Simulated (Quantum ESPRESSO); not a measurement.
## Energy of GaN along an even scaling of the cell

System: GaN (F-43m, 2 atoms in the cell).
Method: Kohn-Sham DFT of a periodic cell, PBE, SSSP 1.3 efficiency PBE, no spin polarisation (Quantum ESPRESSO 7.5).

The 7 runs differ only in the geometry, by an even scaling of the cell at fixed fractional positions. The structure derives from a Materials Project entry.

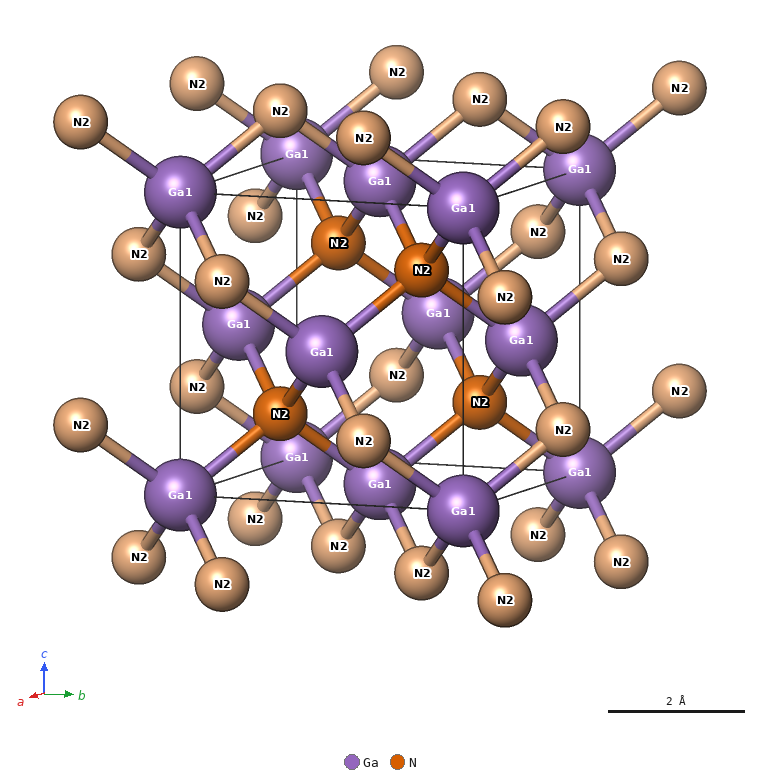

Figure 1. The structure of run 4 (ball-and-stick view of the cell 4 times as large as that of the calculation, set on its symmetry axes, seen slightly off an axis; neighbours outside the cell are drawn fainter; atoms are numbered from 1 in the order of the input).

**The input of run 4**
```
&CONTROL
  calculation = 'scf'
  prefix = 'pwscf'
  outdir = './tmp'
  pseudo_dir = './pseudo'
  tprnfor = .true.
  tstress = .true.
  disk_io = 'low'
/
&SYSTEM
  ibrav = 0
  nat = 2
  ntyp = 2
  ecutwfc = 70
  ecutrho = 560
  nbnd = 15
  occupations = 'smearing'
  smearing = 'fd'
  degauss = 0.00367493
/
&ELECTRONS
  conv_thr = 4d-10
  electron_maxstep = 120
  mixing_beta = 0.5
/
ATOMIC_SPECIES
Ga    69.7230 Ga.pbe-dn-kjpaw_psl.1.0.0.UPF
N     14.0070 N.pbe-n-radius_5.UPF
CELL_PARAMETERS angstrom
   0.0000000000    2.2535006075    2.2535006075
   2.2535006075    0.0000000000    2.2535006075
   2.2535006075    2.2535006075    0.0000000000
ATOMIC_POSITIONS crystal
Ga     0.0000000000    0.0000000000    0.0000000000
N      0.2500000000    0.2500000000    0.2500000000
K_POINTS automatic
10 10 10 0 0 0
```

**File pp_density.in of run 4**
```
&INPUTPP
  prefix = 'pwscf'
  outdir = './tmp'
  filplot = 'density.dat'
  plot_num = 0
/
&PLOT
  nfile = 1
  filepp(1) = 'density.dat'
  iflag = 3
  output_format = 6
  fileout = 'density.cube'
/
```

**File pp_potential.in of run 4**
```
&INPUTPP
  prefix = 'pwscf'
  outdir = './tmp'
  filplot = 'potential.dat'
  plot_num = 11
/
&PLOT
  nfile = 1
  filepp(1) = 'potential.dat'
  iflag = 3
  output_format = 6
  fileout = 'potential.cube'
/
```

Command:
```bash
OMP_NUM_THREADS=1 pw.x -in pw.in > pw.out
OMP_NUM_THREADS=1 pp.x -in pp_density.in > pp_density.out
OMP_NUM_THREADS=1 pp.x -in pp_potential.in > pp_potential.out
```

Lattice vectors (Å) and fractional positions of run 4:
```
   0.000000    2.253501    2.253501
   2.253501    0.000000    2.253501
   2.253501    2.253501    0.000000
Ga  0.000000  0.000000  0.000000
N   0.250000  0.250000  0.250000
```

Run 3 has the same physical settings and fractional positions; its lattice vectors (Å) are:
```
   0.000000    2.238376    2.238376
   2.238376    0.000000    2.238376
   2.238376    2.238376    0.000000
```

**Results, with one run withheld**

```csv
run,volume per atom (Å³),"free energy per atom, from the lowest run given (meV)",pressure (GPa),gap on the mesh (eV)
1,10.757,54.41,18.19,2.15
2,10.986,31.16,13.15,2.01
3,11.215,?,?,?
4,11.444,4.62,4.54,1.75
5,11.673,0.00,0.88,1.62
6,11.902,0.39,−2.42,1.49
7,12.131,5.23,−5.38,1.37
```

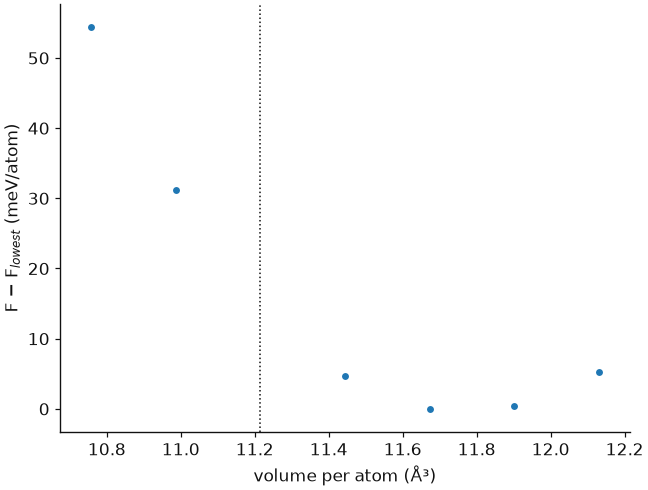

Figure 2. Free energy per atom of the runs given; the dotted line marks run 3.

What should run 3 give?

A cubic polynomial in V^(−2/3) (the Birch–Murnaghan form), fitted to the 6 runs given, misses them by at most 0.01 meV per atom. With x = V^(−2/3) − 0.19668 Å⁻², it reads F = 3.9889 + 2595.4 x + 3.8411e+05 x² + 4.8913e+05 x³ (meV per atom). At run 3 it gives 14.80 meV per atom, and the run itself gives 14.82. The slope of the fit gives a pressure −dF/dV of 9.20 GPa there, and the run prints 8.61 GPa. The two needn't agree exactly: the fit is approximate, and the printed stress is taken on a finite basis. The fit has its minimum at 11.769 Å³ per atom, where V d²F/dV² gives 171 GPa: the bulk modulus at this level, since symmetry fixes the shape and the positions. The gap on the mesh goes, without turning, from 2.15 eV in run 1 to 1.37 eV in run 7; run 3 has 1.88 eV. These are gaps of this functional on this mesh, which can miss the band edges; they aren't the measured gap.

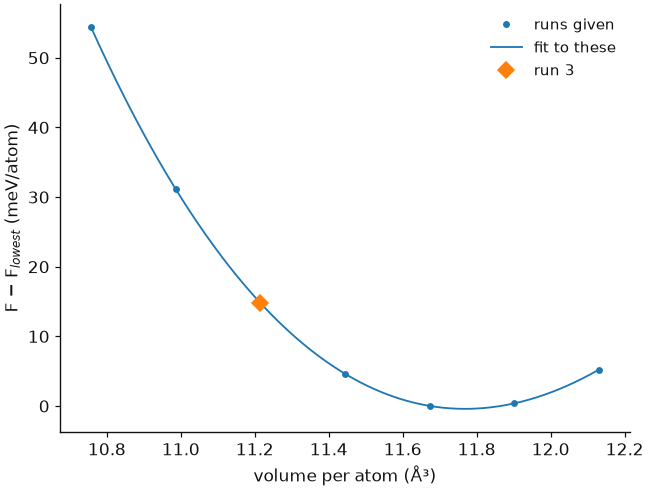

Figure 3. The fit and the withheld run.

**Some lines of the output (run 3)**
```
[...]
     total energy              =    -298.18217326 Ry
     total energy              =    -298.18217755 Ry
     total energy              =    -298.18217744 Ry
     total energy              =    -298.18217751 Ry
     total energy              =    -298.18217706 Ry
     total energy              =    -298.18217715 Ry
     total energy              =    -298.18217710 Ry
     total energy              =    -298.18217707 Ry
     total energy              =    -298.18217704 Ry
     the Fermi energy is    10.9274 ev
!    total energy              =    -298.18217707 Ry
     The total energy is F=E-TS. E is the sum of the following terms:
     Computing stress (Cartesian axis) and pressure
          total   stress  (Ry/bohr**3)                   (kbar)     P=       86.13
```
